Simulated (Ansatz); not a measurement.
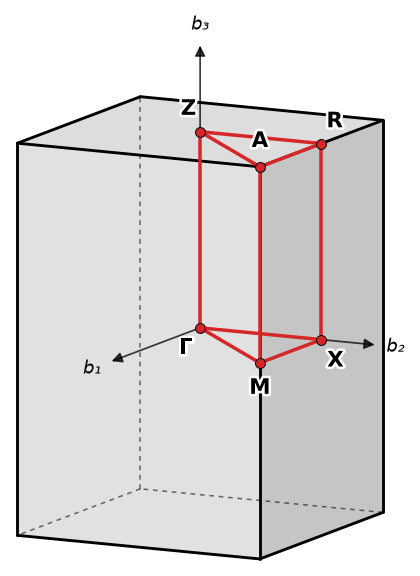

Crystal: SnO2, the end point of a relaxation at fixed volume with Ansatz, DFT PBE, scalar-relativistic, plane waves, PAW. The figure shows the first Brillouin zone with its special points and a band path. Geometry calculated from the standardised cell; symmetry tolerance 0.002 Å.

Labels and path follow the convention of Hinuma et al. (2017), as computed by seekpath; the arrows show the directions of the reciprocal primitive vectors b₁, b₂, b₃.

> What lattice type do the shape and the labels point to?

A primitive tetragonal lattice (tP; extended symbol tP1). The zone is a parallelepiped in its combinatorial type: 6 faces (6 with 4 edges), 12 edges, 8 vertices.

> Write the standard path through the labelled points.

Γ–X–M–Γ–Z–R–A–Z | X–R | M–A
